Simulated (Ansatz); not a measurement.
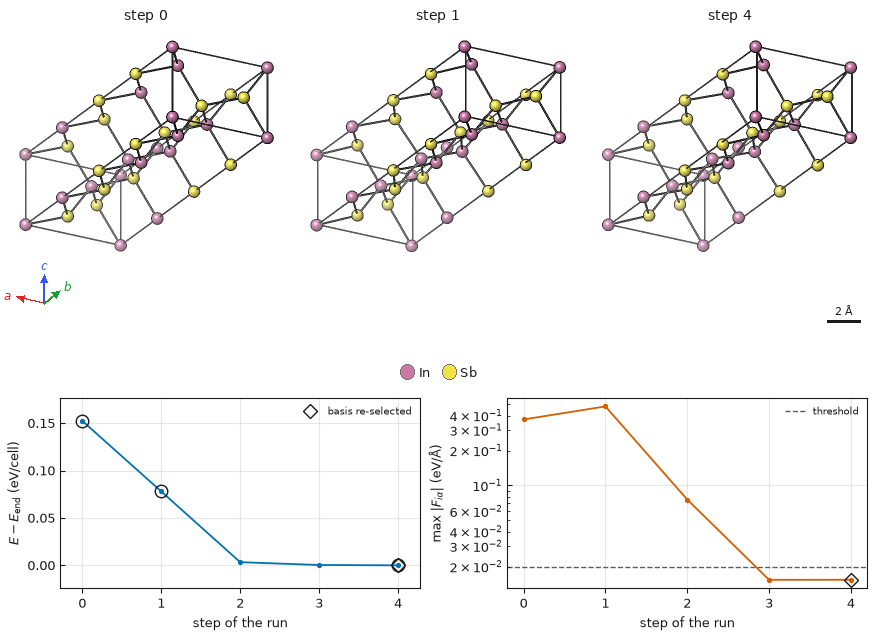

Frames of a relaxation of an interface cell of composition InSb, marked on the history of the run. The picture is a ball-and-stick view of the cell of the calculation, reduced to other axes, seen from a free direction. Lengths and directions refer to the drawn axes.

Case: antiphase boundary on (1 1 0), species swapped.

The calculation used Ansatz 0.2.0, DFT PBE, scalar-relativistic, plane waves, PAW.

Input file:
```yaml
crystal:
  lattice:
    - [4.6915474106, 0.0, 0.0]
    - [0.0, 6.6348499766, 0.0]
    - [0.0, 0.0, 18.7661896424]
  atoms:
    - { symbol: In, position: [0.0, 0.0, 0.0] }
    - { symbol: Sb, position: [0.0, 0.75, 0.125] }
    - { symbol: In, position: [0.5, 0.5, 0.125] }
    - { symbol: Sb, position: [0.5, 0.25, 0.25] }
    - { symbol: In, position: [1.0, 0.0, 0.25] }
    - { symbol: Sb, position: [0.0, 0.75, 0.375] }
    - { symbol: In, position: [0.5, 0.5, 0.375] }
    - { symbol: In, position: [0.5, 0.25, 0.5] }
    - { symbol: Sb, position: [1.0, 0.0, 0.5] }
    - { symbol: In, position: [0.0, 0.75, 0.625] }
    - { symbol: Sb, position: [0.5, 0.5, 0.625] }
    - { symbol: In, position: [0.5, 0.25, 0.75] }
    - { symbol: Sb, position: [1.0, 0.0, 0.75] }
    - { symbol: In, position: [0.0, 0.75, 0.875] }
    - { symbol: Sb, position: [0.5, 0.5, 0.875] }
    - { symbol: Sb, position: [0.5, 0.25, 0.0] }
basis:
  ecutwfc: 420
kpoints:
  mp_grid: { grid: [8, 6, 2] }
hamiltonian:
  xc: pbe
scf:
  occupations: { method: gaussian, width: 0.1 }
output:
  forces: true
  stress: true
  eigenvalues: true
  populations: true
  write_density: true
  write_potential: true
  elf: true
  volumetric_format: npy
relax:
  adjacent_minimum: "off"
  f_tol: 0.02
  max_steps: 45
  cell: { fix: [a, b, alpha, beta, gamma], stress_tol: 0.1 }
```

Command:
```bash
ansatz run input.yaml --threads 2 --pin off --max-ram 5120MiB --backend cpu --events-out ev --progress --plain --runs-dir out
```

> What happens along the run?

After 3 accepted moves (4 points after the start) the energy has fallen by 0.152 eV per cell of the calculation. The largest force component goes from 0.37 to 0.015 eV/Å. Pressure: 0.43 GPa at the start and 0.15 GPa at the end. The SCF was repeated once at an unchanged geometry on a basis and grid sized afresh for the cell, which shifted the energy by 0.4 meV per cell of the calculation at most. The largest moves relative to the cell, 0.21 Å, are those of In3, In5, In10 and In12. In3 goes along +a. By element the largest moves are In 0.21 Å, Sb 0.21 Å. The drawn cell changes as follows: a unchanged at 6.635 Å, b 18.766 → 18.835 Å (+0.4 %), c unchanged at 4.692 Å; the volume changes by +0.4 %. Among the contacts that change: In1–In14 2.873 → 2.829 Å, In12–Sb15 2.873 → 2.903 Å, In1–Sb2 2.873 → 2.882 Å, Sb15–Sb16 2.873 → 2.866 Å. Bond angles that change, for instance: In7–Sb6–Sb9 109.5° → 105.5°, In14–In1–Sb16 109.5° → 113.4°, Sb2–In1–Sb16 109.5° → 105.7°. Cost: 3.6 min on 2 threads of AMD EPYC 9B45 (Zen 5), on a shared host, peak memory 2.5 GiB. From step 0 to 1: Sb atoms move most (0.19 Å), volume +0.8 %, energy −74.4 meV per cell of the calculation. From step 1 to 4: In atoms move most (0.05 Å), volume −0.4 %, energy −78.0 meV per cell of the calculation.
